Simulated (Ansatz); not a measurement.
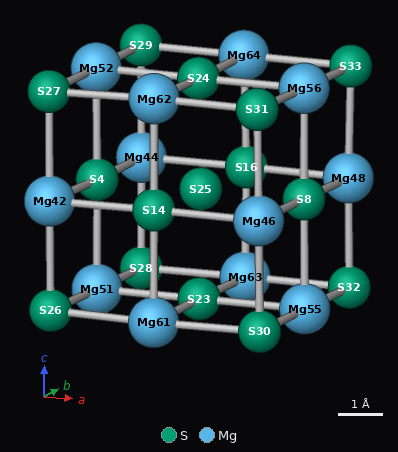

Starting structure of a defect cell of composition S33Mg31 (cell charge −1). A ball-and-stick model of the atoms within 5.0 Å of the atom that moves most (axes of the cell of the calculation (origin shifted)), seen slightly off an axis.

The atoms of the start lie slightly off their symmetric places, so part of the fall in energy undoes that.

Method: Ansatz 0.2.0, DFT, PBEsol, PAW, plane waves.

(plane-wave cutoff 420 eV; k-point mesh 1 × 1 × 1; mesh shifted by (0.25, 0.25, 0.25); collinear spin; atoms relaxed in a fixed cell; force threshold 0.03 eV/Å; at most 80 steps)

```xyz
64
Lattice="10.3640 0.0000 0.0000 0.0000 10.3640 0.0000 0.0000 0.0000 10.3640" Properties=species:S:1:pos:R:3 pbc="T T T"
S     2.5849   10.3497    0.0248
S     2.5595   10.3578    5.1912
S     2.6309    5.1934   10.3346
S     2.6189    5.2038    5.1725
S     7.7705   10.3506    0.0154
S     7.7728    0.0031    5.1751
S     7.8055    5.1638   10.3414
S     7.7701    5.1938    5.1686
S     0.0015    2.5902   10.3563
S     0.0131    2.6084    5.1983
S    10.3370    7.7751    0.0113
S     0.0134    7.8039    5.1947
S     5.1849    2.5943    0.0183
S     5.1692    2.5895    5.2018
S     5.1811    7.7883   10.3628
S     5.1933    7.8197    5.1703
S    10.3561   10.3408    2.5758
S     0.0314   10.3447    7.7810
S    10.3267    5.1751    2.6268
S    10.3570    5.1683    7.7381
S     5.1901    0.0021    2.5898
S     5.2013   10.3207    7.7707
S     5.1620    5.1936    2.6087
S     5.1588    5.1683    7.7612
S     5.1960    5.2066    5.1774
S     2.5866    2.6144    2.6280
S     2.5682    2.5686    7.7490
S     2.5921    7.7812    2.5964
S     2.6051    7.7410    7.8041
S     7.7705    2.6569    2.5780
S     7.7308    2.6124    7.7666
S     7.7788    7.7594    2.5951
S     7.8102    7.7754    7.7608
Mg   10.3479   10.3600    0.0201
Mg   10.3611   10.3581    5.1865
Mg   10.3581    5.1786   10.3540
Mg   10.3233    5.2041    5.1739
Mg    5.1892    0.0142   10.3151
Mg    5.2006   10.3405    5.1772
Mg    5.1998    5.2045    0.0191
Mg    2.5880    2.6088    0.0166
Mg    2.5832    2.5660    5.1933
Mg    2.6038    7.7611   10.3399
Mg    2.5962    7.7819    5.1786
Mg    7.7698    2.5953    0.0147
Mg    7.7815    2.5799    5.1805
Mg    7.7775    7.7842   10.3591
Mg    7.7576    7.7540    5.1510
Mg    2.5691   10.3469    2.6017
Mg    2.6065   10.3567    7.7532
Mg    2.6335    5.1558    2.6238
Mg    2.5958    5.2015    7.7776
Mg    7.7560   10.3199    2.5825
Mg    7.8120   10.3590    7.7673
Mg    7.7868    5.1965    2.6014
Mg    7.7732    5.1929    7.7503
Mg   10.3546    2.5750    2.6052
Mg    0.0369    2.6010    7.7988
Mg    0.0065    7.7793    2.6276
Mg    0.0085    7.8107    7.7682
Mg    5.1725    2.5677    2.5803
Mg    5.1551    2.6327    7.7901
Mg    5.1843    7.7666    2.6096
Mg    5.1629    7.7446    7.7844
```

**Predict the outcome.**

The atom that moves furthest is S25 (1.42 Å along [−2 0 −1]). Largest moves by element: S 1.42 Å, Mg 0.26 Å. The lattice vectors keep their values. Among the contacts that change: S8–S25 2.574 → 3.861 Å, S25–Mg51 3.618 → 2.412 Å, S24–S25 2.584 → 3.564 Å, S25–Mg44 3.659 → 2.968 Å. New bonds form, among them: S25–Mg44 (3.66 → 2.97 Å), S25–Mg51 (3.62 → 2.41 Å), S4–S25 (2.58 → 2.08 Å). The energy falls by 1.920 eV per cell of the calculation in 19 geometry steps. Largest force component: 1 eV/Å at the start, 0.011 eV/Å at the end. The program noted that the starting moments weren't kept.

The end point in the same view:

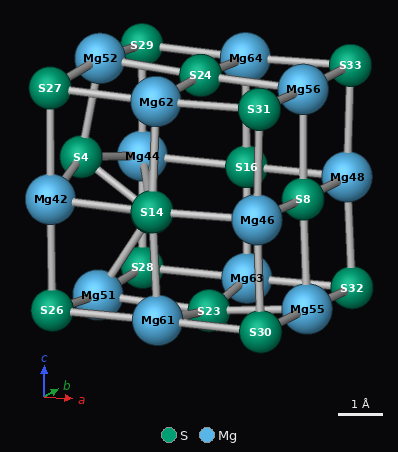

Limits of the set-up: the cell is charged, on a uniform background, and energies carry no finite-size correction.
